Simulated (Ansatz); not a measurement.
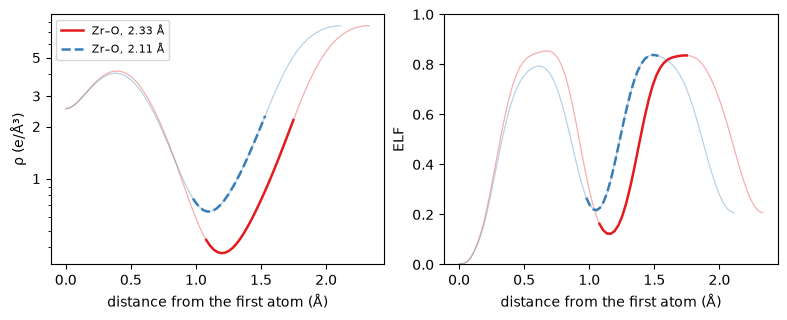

Figure 1: ZrO$_{2}$. Valence charge density (pseudo) and ELF along straight lines between neighbouring atoms. Thin, pale parts lie inside the atomic spheres.

Space group Pmmn; not relaxed (largest force 0.5 eV/Å); computed pressure about −3 GPa in this cell.

Theory: Ansatz, DFT r2SCAN, scalar-relativistic, plane waves, PAW.

Core electrons are frozen (PAW), and the valence fields are smoothed inside the atomic spheres.

Compare the contacts.

Zr–O (2.33 Å): ρ at the midpoint is about 0.38 e/Å³; the ELF is about 0.10 at the midpoint (no shared electron pair shows on this line).
Zr–O (2.11 Å): the density is about 0.66 e/Å³ at the midpoint; the ELF peaks at about 0.85 in the valence shell of O, 0.6 Å from its nucleus, and drops to about 0.20 between the two atoms: no localised pair shows between them.
